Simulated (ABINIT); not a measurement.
## Run report: MoS2, oneshot calculation (part 1 of 3)

- system: MoS2 (P-6m2, 3 atoms in the cell)
- method: Kohn-Sham DFT of a periodic cell, LDA, PseudoDojo NC SR LDA v0.4.1 standard, no spin polarisation (ABINIT 10.8.3)

The structure derives from a Materials Project entry.

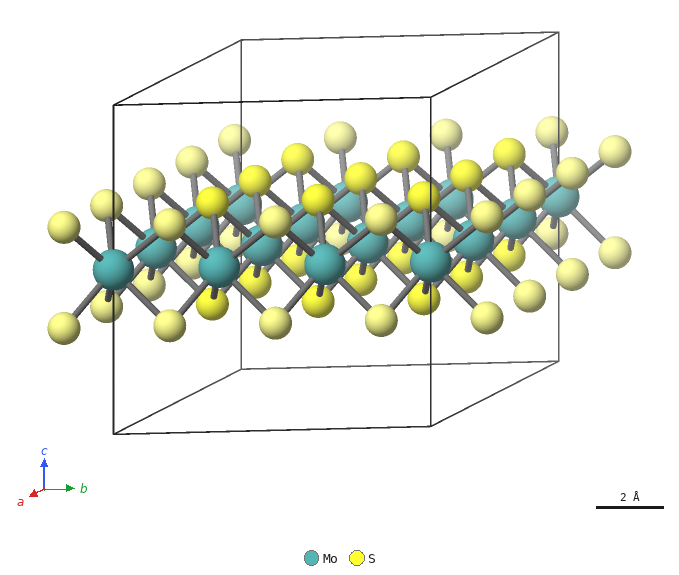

*The structure as given in the input (ball-and-stick view of the 3 × 3 repeat of the cell, with the vacuum cut short, seen slightly off an axis; neighbours outside the cell are drawn fainter). An atom can appear more than once, as a periodic image.*

## The input
```
# Datasets
ndtset 3

# Pseudopotentials
pp_dirpath "./"
pseudos "Mo.upf, S.upf"

# Structure
acell 6.0171262416 6.0171262416 32.7576463855
rprim
     1.0000000000     0.0000000000     0.0000000000
    -0.5000000000     0.8660254038     0.0000000000
     0.0000000000     0.0000000000     1.0000000000
ntypat 2
znucl 42 16
natom 3
typat 1 2 2
xred
            0.0            0.0            0.0
            1/3            2/3   0.9105070200
            1/3            2/3   0.0894929800

# Plane-wave basis
ecut 35.0

# k points
kptopt 1
ngkpt 6 6 1
nshiftk 1
shiftk 0.0 0.0 0.0
istwfk *1

# Exchange and correlation
ixc 7

# Bands and occupations
occopt 1

# SCF cycle
nstep 80
diemac 6.0

# Output
iomode 3
prteig 0
prtebands 0

# Dataset 1: ground state
nband1 13
tolvrs1 1.0e-12
prtden1 1
prtwf1 0

# Dataset 2: empty bands at fixed density
iscf2 -2
getden2 1
nband2 25
nbdbuf2 4
tolwfr2 1.0e-12
nstep2 120
prtden2 0

# Dataset 3: self-energy
optdriver3 4
getwfk3 2
nband3 21
ecutsigx3 35.0
ecutwfn3 35.0
symsigma3 1
gwcalctyp3 15
ixc_sigma3 41
getden3 1
fftgw3 01
gw_qprange3 -17
```

Machine: 4 threads of Intel Xeon @ 2.50GHz (Skylake/Cascade Lake), 128 GiB of memory available, shared host.

Command:
```bash
mpirun --bind-to none -np 4 abinit run.abi > log 2>&1
```

## What the program printed
```
.Version 10.8.3 of ABINIT
 DATASET    1 : space group P-6 m 2 (#187); Bravais hP (primitive hexag.)
================================================================================
 Values of the parameters that define the memory need for DATASET  1.
     intxc =       0    ionmov =       0      iscf =       7    lmnmax =       6
     lnmax =       6     mgfft =     180  mpssoang =       3    mqgrid =    8724
     natom =       3  nloc_mem =       1    nspden =       1   nspinor =       1
    nsppol =       1      nsym =      12    n1xccc =    2501    ntypat =       2
    occopt =       1   xclevel =       1
       mpw =       10194          nfft =      233280          nkpt =           7
================================================================================
================================================================================

 DATASET    2 : space group P-6 m 2 (#187); Bravais hP (primitive hexag.)
================================================================================
 Values of the parameters that define the memory need for DATASET  2.
     intxc =       0    ionmov =       0      iscf =      -2    lmnmax =       6
     lnmax =       6     mgfft =     180  mpssoang =       3    mqgrid =    8724
     natom =       3  nloc_mem =       1    nspden =       1   nspinor =       1
    nsppol =       1      nsym =      12    n1xccc =    2501    ntypat =       2
    occopt =       1   xclevel =       1
       mpw =       10194          nfft =      233280          nkpt =           7
================================================================================
================================================================================

 DATASET    3 : space group P-6 m 2 (#187); Bravais hP (primitive hexag.)
================================================================================
 Values of the parameters that define the memory need for DATASET  3.
     intxc =       0    ionmov =       0      iscf =       7    lmnmax =       6
     lnmax =       6     mgfft =     180  mpssoang =       3    mqgrid =    8724
     natom =       3  nloc_mem =       1    nspden =       1   nspinor =       1
    nsppol =       1      nsym =      12    n1xccc =    2501    ntypat =       2
    occopt =       1   xclevel =       2
       mpw =       10194          nfft =      233280          nkpt =           7
================================================================================
================================================================================

--------------------------------------------------------------------------------
------------- Echo of variables that govern the present computation ------------
--------------------------------------------------------------------------------
 -outvars: echo values of preprocessed input variables --------
            acell      6.0171262416E+00  6.0171262416E+00  3.2757646386E+01 Bohr
              amu      9.59400000E+01  3.20660000E+01
           diemac      6.00000000E+00
             ecut      3.50000000E+01 Hartree
         ecutsigx1     0.00000000E+00 Hartree
         ecutsigx2     0.00000000E+00 Hartree
         ecutsigx3     3.50000000E+01 Hartree
          ecutwfn1     0.00000000E+00 Hartree
          ecutwfn2     0.00000000E+00 Hartree
          ecutwfn3     3.50000000E+01 Hartree
            fftgw1         21
            fftgw2         21
            fftgw3          1
           getden1          0
           getden2          1
           getden3          1
           getwfk1          0
           getwfk2          0
           getwfk3          2
        gwcalctyp1          0
        gwcalctyp2          0
        gwcalctyp3         15
       gw_qprange1          0
       gw_qprange2          0
       gw_qprange3        -17
             iscf1          7
             iscf2         -2
             iscf3          7
              ixc           7
        ixc_sigma1          1
        ixc_sigma2          1
        ixc_sigma3         41
           jdtset        1    2    3
         kptrlatt        6    0    0      0    6    0      0    0    1
          kptrlen      3.61027574E+01
            natom           3
            nband1         13
            nband2         25
            nband3         21
          nbandhf          13
           nbdbuf1          0
           nbdbuf2          4
           nbdbuf3          0
           ndtset           3
            ngfft          36      36     180
             nkpt           7
           nkpthf          36
          npwsigx1          0
          npwsigx2          0
          npwsigx3      10047
            nstep1         80
            nstep2        120
            nstep3         80
             nsym          12
           ntypat           2
        optdriver1          0
        optdriver2          0
        optdriver3          4
           prtden1          1
           prtden2          0
           prtden3          1
        prtebands           0
           prteig           0
            prtwf1          0
            prtwf2          1
            prtwf3          1
            rprim      1.0000000000E+00  0.0000000000E+00  0.0000000000E+00
                      -5.0000000000E-01  8.6602540380E-01  0.0000000000E+00
                       0.0000000000E+00  0.0000000000E+00  1.0000000000E+00
          spgroup         187
           tolvrs1     1.00000000E-12
           tolvrs2     0.00000000E+00
           tolvrs3     0.00000000E+00
           tolwfr1     0.00000000E+00
           tolwfr2     1.00000000E-12
           tolwfr3     0.00000000E+00
            typat      1  2  2
          usefock1          0
          usefock2          0
          usefock3          1
           xangst      0.0000000000E+00  0.0000000000E+00  0.0000000000E+00
                      -5.8918168122E-17  1.8383560495E+00  1.5783274933E+01
                      -5.8918168122E-17  1.8383560495E+00  1.5513250056E+00
            xcart      0.0000000000E+00  0.0000000000E+00  0.0000000000E+00
                      -1.1133920159E-16  3.4739894554E+00  2.9826066993E+01
                      -1.1133920159E-16  3.4739894554E+00  2.9315793928E+00
             xred      0.0000000000E+00  0.0000000000E+00  0.0000000000E+00
                       3.3333333333E-01  6.6666666667E-01  9.1050702000E-01
                       3.3333333333E-01  6.6666666667E-01  8.9492980000E-02
            znucl       42.00000   16.00000

================================================================================

 chkinp: Checking input parameters for consistency, jdtset=   1.

 chkinp: Checking input parameters for consistency, jdtset=   2.

 chkinp: Checking input parameters for consistency, jdtset=   3.

================================================================================
== DATASET  1 ==================================================================

--- !DatasetInfo
iteration_state: {dtset: 1, }
dimensions: {natom: 3, nkpt: 7, mband: 13, nsppol: 1, nspinor: 1, nspden: 1, mpw: 10194, }
cutoff_energies: {ecut:  35.0, pawecutdg:  -1.0, }
electrons: {nelect:   2.60000000E+01, charge:   0.00000000E+00, occopt:   1.00000000E+00, tsmear:   1.00000000E-02, }
meta: {optdriver: 0, ionmov: 0, optcell: 0, iscf: 7, paral_kgb: 0, }
...

 Exchange-correlation functional for the present dataset will be:
  LDA: Perdew-Wang 92 LSD fit to Ceperley-Alder data - ixc=7
  J.P.Perdew and Y.Wang, PRB 45, 13244 (1992)

 Real(R)+Recip(G) space primitive vectors, cartesian coordinates (Bohr,Bohr^-1):
 R(1)=  6.0171262  0.0000000  0.0000000  G(1)=  0.1661923  0.0959512  0.0000000
 R(2)= -3.0085631  5.2109842  0.0000000  G(2)=  0.0000000  0.1919023  0.0000000
 R(3)=  0.0000000  0.0000000 32.7576464  G(3)=  0.0000000  0.0000000  0.0305272
 Unit cell volume ucvol=  1.0271209E+03 bohr^3
 Angles (23,13,12)=  9.00000000E+01  9.00000000E+01  1.20000000E+02 degrees

 getcut: wavevector=  0.0000  0.0000  0.0000  ngfft=  36  36 180
         ecut(hartree)=     35.000   => boxcut(ratio)=   2.06329

--- Pseudopotential description ------------------------------------------------
- pspini: atom type   1  psp file is ./Mo.upf
  42.00000  14.00000  180309                  znucl, zion, pspdat
12 -1012 2 -1 1602                            pspcod,pspxc,lmax,lloc,mmax
     nproj     2     2     2

- pspini: atom type   2  psp file is ./S.upf
  16.00000   6.00000  180309                  znucl, zion, pspdat
12 -1012 2 -1 1132                            pspcod,pspxc,lmax,lloc,mmax
     nproj     2     2     2

   8.62314590E+02                                ecore*ucvol(ha*bohr**3)
--------------------------------------------------------------------------------

================================================================================

--- !BeginCycle
iteration_state: {dtset: 1, }
solver: {iscf: 7, nstep: 80, nline: 4, wfoptalg: 0, }
tolerances: {tolvrs: 1.00E-12, }
...

     iter   Etot(hartree)      deltaE(h)  residm     vres2
 ETOT  1  -91.876026992635    -9.188E+01 6.166E-02 8.577E+03
 ETOT  2  -87.727664147143     4.148E+00 2.598E-02 9.465E+04
 ETOT  3  -92.465334090214    -4.738E+00 6.768E-02 2.343E+03
 ETOT  4  -92.565881109118    -1.005E-01 1.884E-02 8.300E+02
 ETOT  5  -92.572494996245    -6.614E-03 6.823E-04 7.110E+02
 ETOT  6  -92.574780486271    -2.285E-03 4.503E-04 6.632E+02
 ETOT  7  -92.578649416584    -3.869E-03 3.011E-05 2.579E+02
 ETOT  8  -92.582125585111    -3.476E-03 2.322E-05 1.474E+02
 ETOT  9  -92.585035895879    -2.910E-03 4.257E-06 9.606E+01
 ETOT 10  -92.587805070110    -2.769E-03 4.512E-06 4.482E+01
 ETOT 11  -92.588354413803    -5.493E-04 3.098E-06 3.148E+01
 ETOT 12  -92.588683242953    -3.288E-04 7.360E-07 2.831E+01
 ETOT 13  -92.589566380590    -8.831E-04 3.398E-06 1.151E+01
 ETOT 14  -92.589755489429    -1.891E-04 2.139E-06 6.452E-01
 ETOT 15  -92.589757797354    -2.308E-06 1.320E-07 1.698E-01
 ETOT 16  -92.589758998401    -1.201E-06 4.338E-08 6.100E-03
 ETOT 17  -92.589759207214    -2.088E-07 4.435E-09 3.830E-04
 ETOT 18  -92.589759214661    -7.447E-09 2.546E-09 3.879E-05
 ETOT 19  -92.589759215333    -6.726E-10 4.404E-10 3.740E-05
 ETOT 20  -92.589759216099    -7.654E-10 2.442E-10 2.642E-06
 ETOT 21  -92.589759216235    -1.364E-10 6.774E-11 8.642E-07
 ETOT 22  -92.589759216275    -3.986E-11 3.277E-11 4.353E-09
 ETOT 23  -92.589759216280    -5.201E-12 8.972E-12 2.266E-09
 ETOT 24  -92.589759216269     1.090E-11 4.332E-12 1.427E-09
 ETOT 25  -92.589759216284    -1.518E-11 1.218E-12 1.051E-10
 ETOT 26  -92.589759216269     1.563E-11 6.080E-13 3.699E-12
 ETOT 27  -92.589759216261     7.930E-12 1.755E-13 9.548E-13

 At SCF step   27       vres2   =  9.55E-13 < tolvrs=  1.00E-12 =>converged.

 Cartesian components of stress tensor (hartree/bohr^3)
  sigma(1 1)=  8.42527718E-05  sigma(3 2)=  0.00000000E+00
  sigma(2 2)=  8.42527718E-05  sigma(3 1)=  0.00000000E+00
  sigma(3 3)=  4.55347745E-05  sigma(2 1)=  0.00000000E+00

--- !ResultsGS
iteration_state: {dtset: 1, }
comment   : Summary of ground state results
lattice_vectors:
- [  6.0171262,   0.0000000,   0.0000000, ]
- [ -3.0085631,   5.2109842,   0.0000000, ]
- [  0.0000000,   0.0000000,  32.7576464, ]
lattice_lengths: [   6.01713,    6.01713,   32.75765, ]
lattice_angles: [ 90.000,  90.000, 120.000, ] # degrees, (23, 13, 12)
lattice_volume:   1.0271209E+03
convergence: {deltae:  7.930E-12, res2:  9.548E-13, residm:  1.755E-13, diffor: null, }
etotal    :  -9.25897592E+01
entropy   :   0.00000000E+00
fermie    :  -4.75360710E-02
cartesian_stress_tensor: # hartree/bohr^3
- [  8.42527718E-05,   0.00000000E+00,   0.00000000E+00, ]
- [  0.00000000E+00,   8.42527718E-05,   0.00000000E+00, ]
- [  0.00000000E+00,   0.00000000E+00,   4.55347745E-05, ]
pressure_GPa:  -2.0991E+00
xred      :
- [  0.0000E+00,   0.0000E+00,   0.0000E+00, Mo]
- [  3.3333E-01,   6.6667E-01,   9.1051E-01,  S]
- [  3.3333E-01,   6.6667E-01,   8.9493E-02,  S]
cartesian_forces: # hartree/bohr
- [  4.77330006E-28,   2.75586607E-28,  -0.00000000E+00, ]
- [ -2.38665003E-28,  -1.37793304E-28,   7.39127563E-03, ]
- [ -2.38665003E-28,  -1.37793304E-28,  -7.39127563E-03, ]
force_length_stats: {min:   5.51173215E-28, max:   7.39127563E-03, mean:   4.92751708E-03, }
...

 Integrated electronic density in atomic spheres:
 ------------------------------------------------
 Atom  Sphere_radius  Integrated_density
    1        2.00000         10.50047640
    2        2.00000          3.92298029
    3        2.00000          3.92298029
================================================================================

 ----iterations are completed or convergence reached----

 Mean square residual over all n,k,spin=   19.336E-16; max=  17.553E-14
 reduced coordinates (array xred) for    3 atoms
       0.000000000000      0.000000000000      0.000000000000
       0.333333333333      0.666666666667      0.910507020000
       0.333333333333      0.666666666667      0.089492980000
 rms dE/dt=  1.1414E-01; max dE/dt=  2.4212E-01; dE/dt below (all hartree)
    1      -0.000000000000      0.000000000000      0.000000000000
    2       0.000000000000      0.000000000000     -0.242120793286
    3       0.000000000000      0.000000000000      0.242120793286

 cartesian coordinates (angstrom) at end:
    1      0.00000000000000     0.00000000000000     0.00000000000000
    2     -0.00000000000000     1.83835604946686    15.78327493268242
    3     -0.00000000000000     1.83835604946686     1.55132500558321

 cartesian forces (hartree/bohr) at end:
    1      0.00000000000000     0.00000000000000    -0.00000000000000
    2     -0.00000000000000    -0.00000000000000     0.00739127562575
    3     -0.00000000000000    -0.00000000000000    -0.00739127562575
 frms,max,avg= 3.4842807E-03 7.3912756E-03   0.000E+00  0.000E+00  0.000E+00 h/b
```
